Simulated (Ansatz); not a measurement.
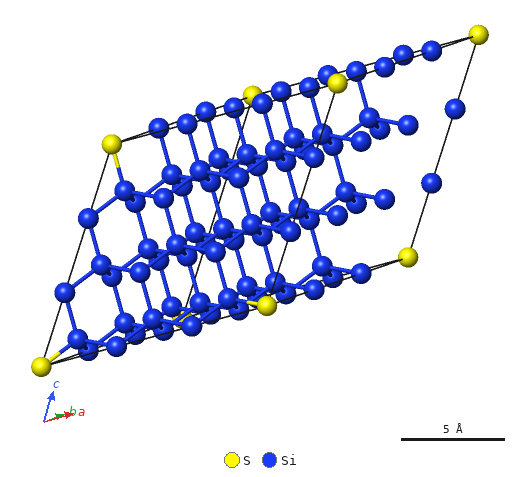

Starting structure of a defect cell of composition Si$_{53}$S (cell charge +2). Style: ball-and-stick. Shown: the cell of the calculation, from a free direction.

All numbers below come from Ansatz 0.2.0, DFT, PBE, plane-wave PAW, default files, scalar-relativistic, frozen cores.

Settings: plane-wave cutoff 420 eV; k-point mesh 3 × 3 × 3; occupations fermi dirac; smearing width 0.01 eV; no spin polarisation; potentials kind: paw, frozen_core: stored; atoms relaxed in a fixed cell; force threshold 0.02 eV/Å; at most 50 steps.

```xyz
54
Lattice="0.0000 8.1461 8.1461 8.1461 0.0000 8.1461 8.1461 8.1461 0.0000" Properties=species:S:1:pos:R:3 pbc="T T T"
S     0.0000    0.0000    0.0000
Si    2.7154   10.8614    8.1461
Si    5.4307   13.5768    8.1461
Si    2.7153    8.1461   10.8614
Si    5.4307   10.8614   10.8614
Si    8.1461   13.5767   10.8614
Si    5.4307    8.1461   13.5768
Si    8.1461   10.8614   13.5767
Si   10.8614   13.5768   13.5768
Si    8.1461    2.7153   10.8614
Si    2.7154    5.4307    2.7153
Si   13.5768    8.1461   10.8614
Si    2.7153    2.7153    5.4307
Si    5.4307    5.4307    5.4307
Si    8.1461    8.1461    5.4307
Si   13.5768   10.8614    8.1461
Si    8.1461    5.4307    8.1461
Si   10.8614    8.1460    8.1461
Si    8.1461    5.4307   13.5768
Si   10.8614    8.1461   13.5768
Si    5.4307   10.8614    5.4307
Si   10.8614   13.5768    8.1461
Si    5.4307    8.1460    8.1461
Si    8.1461   10.8614    8.1461
Si    5.4307    5.4307   10.8614
Si    8.1461    8.1461   10.8614
Si   10.8614   10.8614   10.8614
Si    1.3577    1.3577    1.3577
Si    4.0730    4.0730    1.3577
Si    6.7884    6.7884    1.3577
Si    4.0730    1.3577    4.0730
Si    6.7884    4.0730    4.0730
Si    9.5037    6.7884    4.0730
Si    6.7884    1.3577    6.7884
Si    9.5037    4.0730    6.7884
Si   12.2191    6.7884    6.7884
Si    1.3577    4.0730    4.0730
Si    4.0730    6.7884    4.0730
Si    6.7884    9.5037    4.0730
Si    4.0730    4.0730    6.7884
Si    6.7884    6.7884    6.7884
Si    9.5037    9.5037    6.7884
Si    6.7884    4.0730    9.5037
Si    9.5037    6.7884    9.5037
Si   12.2191    9.5037    9.5037
Si    1.3577    6.7884    6.7884
Si    4.0730    9.5037    6.7884
Si    6.7884   12.2191    6.7884
Si    4.0730    6.7884    9.5037
Si    6.7884    9.5037    9.5037
Si    9.5037   12.2191    9.5037
Si    6.7884    6.7884   12.2191
Si    9.5037    9.5037   12.2191
Si   12.2191   12.2191   12.2191
```

Question: What does the optimiser find from here?

Answer: After 3 geometry steps the energy has fallen by 0.286 eV per cell of the calculation. The largest force component goes from 0.54 to 0.0011 eV/Å. The largest moves, 0.082 Å, are those of Si28, Si30, Si34 and Si46. Si46 goes along [−3 1 1]. S stays in place. The lattice vectors keep their values. Near-neighbour distances that change, for instance: S1–Si28 2.352 → 2.434 Å, Si10–Si37 2.352 → 2.375 Å, Si10–Si39 2.352 → 2.342 Å, Si21–Si39 2.352 → 2.346 Å. Bond angles that change, for instance: Si30–Si6–Si32 109.5° → 105.7°, Si16–Si40–Si22 109.5° → 106.9°, S1–Si28–Si2 109.5° → 107.0°.

After the run, drawn alike:

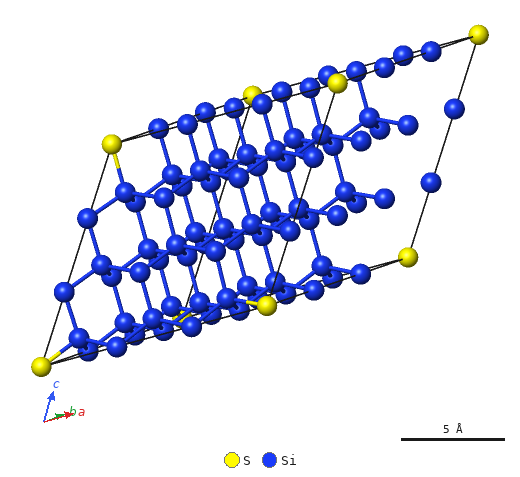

Limits of the set-up: the cell is charged, on a uniform background, and energies carry no finite-size correction.
